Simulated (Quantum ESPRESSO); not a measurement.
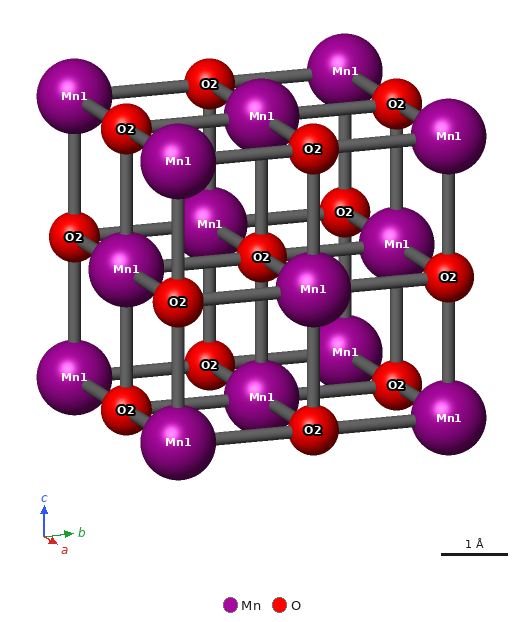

*The structure as given in the input (ball-and-stick view of the cell 4 times as large as that of the calculation, set on its symmetry axes, seen slightly off an axis; atoms are numbered from 1 in the order of the input). An atom can appear more than once, as a periodic image.*

Near neighbours in the periodic cell (some may lie outside the picture): Mn has 6 O at 2.22 Å; O has 6 Mn at 2.22 Å.

Run report: MnO, band-structure run (part 1 of 3)

MnO (Fm-3m, 2 atoms in the cell), computed with Kohn-Sham DFT of a periodic cell, LDA, GBRV 1.5 LDA, spin-polarised (Quantum ESPRESSO 7.5).

The structure derives from a Materials Project entry.

**Input file**
```
&CONTROL
  calculation = 'scf'
  prefix = 'pwscf'
  outdir = './tmp'
  pseudo_dir = './pseudo'
  tprnfor = .true.
  tstress = .true.
  disk_io = 'low'
/
&SYSTEM
  ibrav = 0
  nat = 2
  ntyp = 2
  ecutwfc = 45
  ecutrho = 360
  nbnd = 20
  occupations = 'smearing'
  smearing = 'fd'
  degauss = 0.00367493
  nspin = 2
  starting_magnetization(1) = 0.2667
  starting_magnetization(2) = 0
/
&ELECTRONS
  conv_thr = 4d-10
  electron_maxstep = 120
  mixing_beta = 0.3
/
ATOMIC_SPECIES
Mn    54.9380 mn_lda_v1.5.uspp.F.UPF
O     15.9990 o_lda_v1.2.uspp.F.UPF
CELL_PARAMETERS angstrom
   0.0000000000    2.2239077028    2.2239077028
   2.2239077028    0.0000000000    2.2239077028
   2.2239077028    2.2239077028    0.0000000000
ATOMIC_POSITIONS crystal
Mn     0.0000000000    0.0000000000    0.0000000000
O      0.5000000000    0.5000000000    0.5000000000
K_POINTS automatic
10 10 10 0 0 0
```

**File bands.in**
```
&CONTROL
  calculation = 'bands'
  prefix = 'pwscf'
  outdir = './tmp'
  pseudo_dir = './pseudo'
  disk_io = 'low'
  verbosity = 'high'
/
&SYSTEM
  ibrav = 0
  nat = 2
  ntyp = 2
  ecutwfc = 45
  ecutrho = 360
  nbnd = 20
  occupations = 'smearing'
  smearing = 'fd'
  degauss = 0.00367493
  nspin = 2
  starting_magnetization(1) = 0.2667
  starting_magnetization(2) = 0
/
&ELECTRONS
  conv_thr = 1d-08
  electron_maxstep = 120
  mixing_beta = 0.3
  diago_full_acc = .true.
  startingwfc = 'random'
/
ATOMIC_SPECIES
Mn    54.9380 mn_lda_v1.5.uspp.F.UPF
O     15.9990 o_lda_v1.2.uspp.F.UPF
CELL_PARAMETERS angstrom
   0.0000000000    2.2239077028    2.2239077028
   2.2239077028    0.0000000000    2.2239077028
   2.2239077028    2.2239077028    0.0000000000
ATOMIC_POSITIONS crystal
Mn     0.0000000000    0.0000000000    0.0000000000
O      0.5000000000    0.5000000000    0.5000000000
K_POINTS crystal
60
 0.0000000000  0.0000000000  0.0000000000 1
 0.0625000000  0.0000000000  0.0625000000 1
 0.1250000000  0.0000000000  0.1250000000 1
 0.1875000000  0.0000000000  0.1875000000 1
 0.2500000000  0.0000000000  0.2500000000 1
 0.3125000000  0.0000000000  0.3125000000 1
 0.3750000000  0.0000000000  0.3750000000 1
 0.4375000000  0.0000000000  0.4375000000 1
 0.5000000000  0.0000000000  0.5000000000 1
 0.5000000000  0.0625000000  0.5625000000 1
 0.5000000000  0.1250000000  0.6250000000 1
 0.5000000000  0.1875000000  0.6875000000 1
 0.5000000000  0.2500000000  0.7500000000 1
 0.4375000000  0.3125000000  0.7500000000 1
 0.3750000000  0.3750000000  0.7500000000 1
 0.3375000000  0.3375000000  0.6750000000 1
 0.3000000000  0.3000000000  0.6000000000 1
 0.2625000000  0.2625000000  0.5250000000 1
 0.2250000000  0.2250000000  0.4500000000 1
 0.1875000000  0.1875000000  0.3750000000 1
 0.1500000000  0.1500000000  0.3000000000 1
 0.1125000000  0.1125000000  0.2250000000 1
 0.0750000000  0.0750000000  0.1500000000 1
 0.0375000000  0.0375000000  0.0750000000 1
 0.0000000000  0.0000000000  0.0000000000 1
 0.0625000000  0.0625000000  0.0625000000 1
 0.1250000000  0.1250000000  0.1250000000 1
 0.1875000000  0.1875000000  0.1875000000 1
 0.2500000000  0.2500000000  0.2500000000 1
 0.3125000000  0.3125000000  0.3125000000 1
 0.3750000000  0.3750000000  0.3750000000 1
 0.4375000000  0.4375000000  0.4375000000 1
 0.5000000000  0.5000000000  0.5000000000 1
 0.5250000000  0.4500000000  0.5250000000 1
 0.5500000000  0.4000000000  0.5500000000 1
 0.5750000000  0.3500000000  0.5750000000 1
 0.6000000000  0.3000000000  0.6000000000 1
 0.6250000000  0.2500000000  0.6250000000 1
 0.5833333333  0.2500000000  0.6666666667 1
 0.5416666667  0.2500000000  0.7083333333 1
 0.5000000000  0.2500000000  0.7500000000 1
 0.5000000000  0.2857142857  0.7142857143 1
 0.5000000000  0.3214285714  0.6785714286 1
 0.5000000000  0.3571428571  0.6428571429 1
 0.5000000000  0.3928571429  0.6071428571 1
 0.5000000000  0.4285714286  0.5714285714 1
 0.5000000000  0.4642857143  0.5357142857 1
 0.5000000000  0.5000000000  0.5000000000 1
 0.4821428571  0.4821428571  0.5357142857 1
 0.4642857143  0.4642857143  0.5714285714 1
 0.4464285714  0.4464285714  0.6071428571 1
 0.4285714286  0.4285714286  0.6428571429 1
 0.4107142857  0.4107142857  0.6785714286 1
 0.3928571429  0.3928571429  0.7142857143 1
 0.3750000000  0.3750000000  0.7500000000 1
 0.6250000000  0.2500000000  0.6250000000 1
 0.5937500000  0.1875000000  0.5937500000 1
 0.5625000000  0.1250000000  0.5625000000 1
 0.5312500000  0.0625000000  0.5312500000 1
 0.5000000000  0.0000000000  0.5000000000 1
```

Run as:
```bash
OMP_NUM_THREADS=1 mpirun -n 2 pw.x -nk 2 -in pw.in > pw.out
OMP_NUM_THREADS=1 mpirun -n 2 pw.x -nk 2 -in bands.in > bands.out
```

**What the program printed**
```
This program is part of the open-source Quantum ESPRESSO suite
     for quantum simulation of materials; please cite
         "P. Giannozzi et al., J. Phys.:Condens. Matter 21 395502 (2009);
         "P. Giannozzi et al., J. Phys.:Condens. Matter 29 465901 (2017);
         "P. Giannozzi et al., J. Chem. Phys. 152 154105 (2020);
          URL
     in publications or presentations arising from this work. More details at

     Message from routine setup:
     using ibrav=0 with symmetry is DISCOURAGED, use correct ibrav instead

     K-points division:     npool     =       2
     Subspace diagonalization in iterative solution of the eigenvalue problem:
     a serial algorithm will be used

     G-vector sticks info
     --------------------
     sticks:   dense  smooth     PW     G-vecs:    dense   smooth      PW
     Sum         871     433    151                17153     5985    1139

     Using Slab Decomposition

     bravais-lattice index     =            0
     lattice parameter (alat)  =       5.9433  a.u.
     unit-cell volume          =     148.4489 (a.u.)^3
     number of atoms/cell      =            2
     number of atomic types    =            2
     number of electrons       =        21.00
     number of Kohn-Sham states=           20
     kinetic-energy cutoff     =      45.0000  Ry
     charge density cutoff     =     360.0000  Ry
     scf convergence threshold =      4.0E-10
     mixing beta               =       0.3000
     number of iterations used =            8  plain     mixing
     Exchange-correlation= SLA  PZ   NOGX NOGC
                           (   1   1   0   0   0   0   0)

     celldm(1)=   5.943341  celldm(2)=   0.000000  celldm(3)=   0.000000
     celldm(4)=   0.000000  celldm(5)=   0.000000  celldm(6)=   0.000000

     crystal axes: (cart. coord. in units of alat)
               a(1) = (   0.000000   0.707107   0.707107 )
               a(2) = (   0.707107   0.000000   0.707107 )
               a(3) = (   0.707107   0.707107   0.000000 )

     reciprocal axes: (cart. coord. in units 2 pi/alat)
               b(1) = ( -0.707107  0.707107  0.707107 )
               b(2) = (  0.707107 -0.707107  0.707107 )
               b(3) = (  0.707107  0.707107 -0.707107 )

     PseudoPot. # 1 for Mn read from file:
     mn_lda_v1.5.uspp.F.UPF
     Pseudo is Ultrasoft + core correction, Zval = 15.0
     Generated by new atomic code, or converted to UPF format
     Using radial grid of  859 points,  6 beta functions with:
                l(1) =   0
                l(2) =   0
                l(3) =   1
                l(4) =   1
                l(5) =   2
                l(6) =   2
     Q(r) pseudized with  8 coefficients,  rinner =    0.950   0.950   0.950
                                                       0.950   0.950

     PseudoPot. # 2 for O  read from file:
     o_lda_v1.2.uspp.F.UPF
     Pseudo is Ultrasoft + core correction, Zval =  6.0
     Generated by new atomic code, or converted to UPF format
     Using radial grid of  737 points,  5 beta functions with:
                l(1) =   0
                l(2) =   0
                l(3) =   1
                l(4) =   1
                l(5) =   2
     Q(r) pseudized with  8 coefficients,  rinner =    0.900   0.900   0.900
                                                       0.900   0.900

     atomic species   valence    mass     pseudopotential
     Mn               15.00    54.93800     Mn( 1.00)
     O                 6.00    15.99900     O ( 1.00)

     Starting magnetic structure
     atomic species   magnetization
     Mn              0.267
     O               0.000

     48 Sym. Ops., with inversion, found

   Cartesian axes

     site n.     atom                  positions (alat units)
         1        Mn     tau(   1) = (   0.0000000   0.0000000   0.0000000  )
         2        O      tau(   2) = (   0.7071068   0.7071068   0.7071068  )

     number of k points=    47  Fermi-Dirac smearing, width (Ry)=  0.0037
                       cart. coord. in units 2pi/alat
        k(    1) = (   0.0000000   0.0000000   0.0000000), wk =   0.0010000
        k(    2) = (   0.0707107   0.0707107  -0.0707107), wk =   0.0080000
        k(    3) = (   0.1414214   0.1414214  -0.1414214), wk =   0.0080000
        k(    4) = (   0.2121320   0.2121320  -0.2121320), wk =   0.0080000
        k(    5) = (   0.2828427   0.2828427  -0.2828427), wk =   0.0080000
        k(    6) = (  -0.3535534  -0.3535534   0.3535534), wk =   0.0040000
        k(    7) = (   0.1414214  -0.0000000   0.0000000), wk =   0.0060000
        k(    8) = (   0.2121320   0.0707107  -0.0707107), wk =   0.0240000
        k(    9) = (   0.2828427   0.1414214  -0.1414214), wk =   0.0240000
        k(   10) = (   0.3535534   0.2121320  -0.2121320), wk =   0.0240000
        k(   11) = (  -0.2828427  -0.4242641   0.4242641), wk =   0.0240000
        k(   12) = (  -0.2121320  -0.3535534   0.3535534), wk =   0.0240000
        k(   13) = (  -0.1414214  -0.2828427   0.2828427), wk =   0.0240000
        k(   14) = (  -0.0707107  -0.2121320   0.2121320), wk =   0.0240000
        k(   15) = (   0.0000000  -0.1414214   0.1414214), wk =   0.0120000
        k(   16) = (   0.2828427  -0.0000000   0.0000000), wk =   0.0060000
        k(   17) = (   0.3535534   0.0707107  -0.0707107), wk =   0.0240000
        k(   18) = (   0.4242641   0.1414214  -0.1414214), wk =   0.0240000
        k(   19) = (  -0.2121320  -0.4949747   0.4949747), wk =   0.0240000
        k(   20) = (  -0.1414214  -0.4242641   0.4242641), wk =   0.0240000
        k(   21) = (  -0.0707107  -0.3535534   0.3535534), wk =   0.0240000
        k(   22) = (   0.0000000  -0.2828427   0.2828427), wk =   0.0120000
        k(   23) = (   0.4242641   0.0000000  -0.0000000), wk =   0.0060000
        k(   24) = (   0.4949747   0.0707107  -0.0707107), wk =   0.0240000
        k(   25) = (  -0.1414214  -0.5656854   0.5656854), wk =   0.0240000
        k(   26) = (  -0.0707107  -0.4949747   0.4949747), wk =   0.0240000
        k(   27) = (  -0.0000000  -0.4242641   0.4242641), wk =   0.0120000
        k(   28) = (   0.5656854  -0.0000000   0.0000000), wk =   0.0060000
        k(   29) = (  -0.0707107  -0.6363961   0.6363961), wk =   0.0240000
        k(   30) = (   0.0000000  -0.5656854   0.5656854), wk =   0.0120000
        k(   31) = (  -0.7071068   0.0000000   0.0000000), wk =   0.0030000
        k(   32) = (   0.2828427   0.1414214   0.0000000), wk =   0.0240000
        k(   33) = (   0.3535534   0.2121320  -0.0707107), wk =   0.0480000
        k(   34) = (  -0.2828427  -0.4242641   0.5656854), wk =   0.0480000
        k(   35) = (  -0.2121320  -0.3535534   0.4949747), wk =   0.0240000
        k(   36) = (   0.4242641   0.1414214  -0.0000000), wk =   0.0240000
        k(   37) = (  -0.2121320  -0.4949747   0.6363961), wk =   0.0480000
        k(   38) = (  -0.1414214  -0.4242641   0.5656854), wk =   0.0480000
        k(   39) = (  -0.0707107  -0.3535534   0.4949747), wk =   0.0480000
        k(   40) = (   0.0000000  -0.2828427   0.4242641), wk =   0.0240000
        k(   41) = (  -0.1414214  -0.5656854   0.7071068), wk =   0.0240000
        k(   42) = (  -0.0707107  -0.4949747   0.6363961), wk =   0.0480000
        k(   43) = (   0.0000000  -0.4242641   0.5656854), wk =   0.0240000
        k(   44) = (  -0.7071068   0.1414214   0.0000000), wk =   0.0120000
        k(   45) = (  -0.1414214  -0.4242641   0.7071068), wk =   0.0240000
        k(   46) = (  -0.0707107  -0.3535534   0.6363961), wk =   0.0240000
        k(   47) = (  -0.7071068   0.2828427   0.0000000), wk =   0.0120000

     Dense  grid:    17153 G-vectors     FFT dimensions: (  36,  36,  36)

     Smooth grid:     5985 G-vectors     FFT dimensions: (  25,  25,  25)

     Check: negative core charge=   -0.000018
     Generating pointlists ...
     new r_m :   0.2917 (alat units)  1.7336 (a.u.) for type    1
     new r_m :   0.2917 (alat units)  1.7336 (a.u.) for type    2

     Initial potential from superposition of free atoms

     starting charge      20.4999, renormalised to      21.0000
     Starting wfcs are   17 randomized atomic wfcs +    3 random wfcs

     Self-consistent Calculation

     iteration #  1     ecut=    45.00 Ry     beta= 0.30
     Davidson diagonalization with overlap
     ethr =  1.00E-02,  avg # of iterations =  5.1

     total energy              =    -243.27300305 Ry
     estimated scf accuracy    <       0.76557659 Ry

     total magnetization       =     4.21 Bohr mag/cell
     absolute magnetization    =     4.21 Bohr mag/cell

     iteration #  2     ecut=    45.00 Ry     beta= 0.30
     Davidson diagonalization with overlap
     ethr =  3.65E-03,  avg # of iterations =  1.6

     total energy              =    -243.45297936 Ry
     estimated scf accuracy    <       0.10806571 Ry

     total magnetization       =     4.27 Bohr mag/cell
     absolute magnetization    =     4.27 Bohr mag/cell

     iteration #  3     ecut=    45.00 Ry     beta= 0.30
     Davidson diagonalization with overlap
     ethr =  5.15E-04,  avg # of iterations =  1.4

     total energy              =    -243.47135893 Ry
     estimated scf accuracy    <       0.01217165 Ry

     total magnetization       =     4.44 Bohr mag/cell
     absolute magnetization    =     4.44 Bohr mag/cell

     iteration #  4     ecut=    45.00 Ry     beta= 0.30
     Davidson diagonalization with overlap
     ethr =  5.80E-05,  avg # of iterations =  1.9

     negative rho (up, down):  0.000E+00 1.666E-04

     total energy              =    -243.47342272 Ry
     estimated scf accuracy    <       0.00555076 Ry

     total magnetization       =     4.47 Bohr mag/cell
     absolute magnetization    =     4.47 Bohr mag/cell

     iteration #  5     ecut=    45.00 Ry     beta= 0.30
     Davidson diagonalization with overlap
     ethr =  2.64E-05,  avg # of iterations =  1.3

     negative rho (up, down):  0.000E+00 1.872E-04

     total energy              =    -243.47402383 Ry
     estimated scf accuracy    <       0.00018767 Ry

     total magnetization       =     4.56 Bohr mag/cell
     absolute magnetization    =     4.56 Bohr mag/cell

     iteration #  6     ecut=    45.00 Ry     beta= 0.30
     Davidson diagonalization with overlap
     ethr =  8.94E-07,  avg # of iterations =  3.5

     negative rho (up, down):  0.000E+00 2.033E-04

     total energy              =    -243.47407628 Ry
     estimated scf accuracy    <       0.00004939 Ry

     total magnetization       =     4.59 Bohr mag/cell
     absolute magnetization    =     4.59 Bohr mag/cell

     iteration #  7     ecut=    45.00 Ry     beta= 0.30
     Davidson diagonalization with overlap
     ethr =  2.35E-07,  avg # of iterations =  1.5

     negative rho (up, down):  0.000E+00 2.039E-04
```
